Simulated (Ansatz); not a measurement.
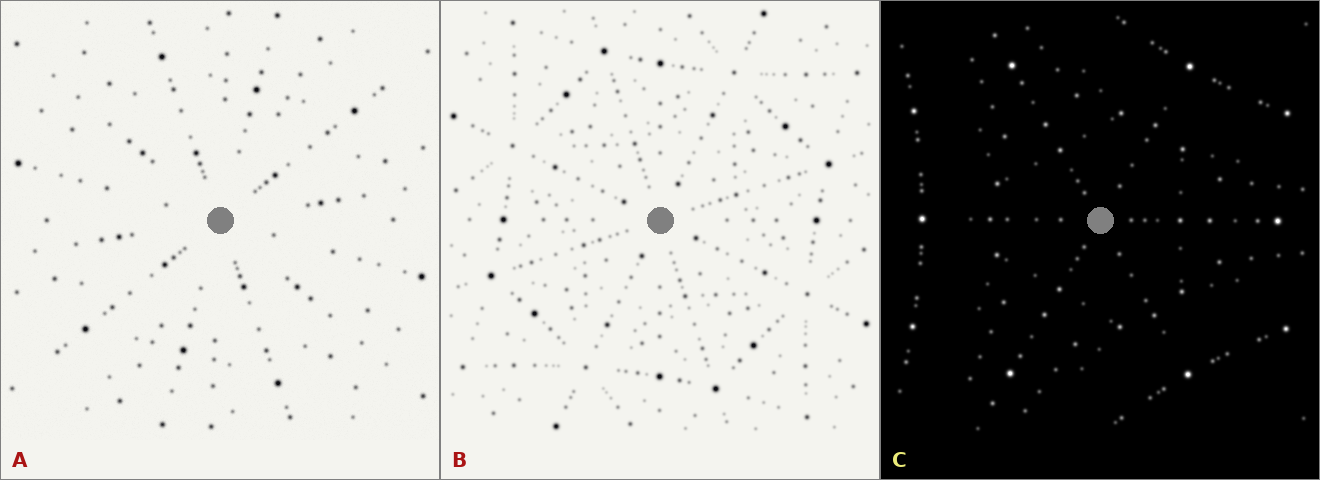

Simulated back-reflection Laue patterns (white X-rays, 0.45 to 2.2 Å, flat plate covering ±45° about the beam, kinematic intensities, seen from the source). Crystal: Mn, space group I-43m (No. 217), a = 8.385 Å. Structure: the input geometry of an electronic-structure calculation (not necessarily at equilibrium); the starting structure was generated, so it need not be a known form of this composition.

```tsv
atom	site	symmetry	x	y	z
Mn	8c	.3m	0.3179	0.6821	0.6821
Mn	24g	..m	0.8566	0.1434	0.4622
Mn	24g	..m	0.9112	0.0888	0.7188
Mn	2a	-43m	0.0000	0.0000	0.0000
```

> The directions [001], [110], [111] point towards the source, in some order. Which is which?

A: [110], symmetry 2mm (a twofold axis with two mirror lines). B: [001], symmetry 4mm (a fourfold axis with mirror lines). C: [111], symmetry 3m (a threefold axis with three mirror lines). The Laue class is m-3m.
